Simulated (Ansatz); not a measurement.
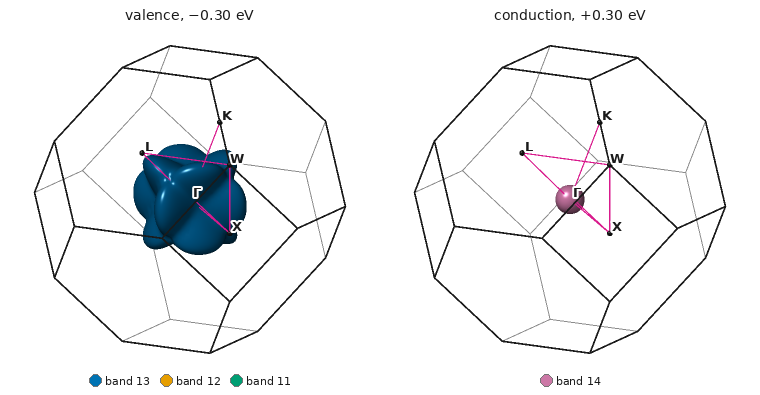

CdS (space group F-43m, No. 216): constant-energy surfaces at both band edges (energies from each edge).

Level of theory: DFT PBE, scalar-relativistic, plane waves, PAW; levels and slopes on a dense k mesh at the converged density (Ansatz 0.2.0). No spin polarisation. Mesh 34×34×34, interpolated with the band slopes. The geometry was not relaxed.

Masses come from a second pass at points close to the extrema; at the energies drawn a band may no longer be parabolic.

Question: Is the gap direct or indirect, and how large does the calculation make it?

Answer: The gap is direct, 1.15 eV at this level of theory (semilocal functionals give gaps that are too small, and can reorder valleys that lie close).

Question: Give the valleys and their effective masses.

Answer: Valence band (extrema up to 0.30 eV from the edge): one maximum at Γ, three bands meeting there, with masses of 0.13 and 0.77 mₑ among them, each the same along x, y and z. Band 13 forms the valence edge; band 12 meets it there and band 11 meets it there.
Conduction band (extrema up to 0.30 eV from the edge): one minimum at Γ, mass 0.13 mₑ in all directions. Band 14 forms the conduction edge.

Where one band's surface lies inside another's, the outer one hides all or part of it.

Spin-orbit coupling, left out here, can change the gap, its kind, the place of the band edges and the masses, since the compound holds Cd.
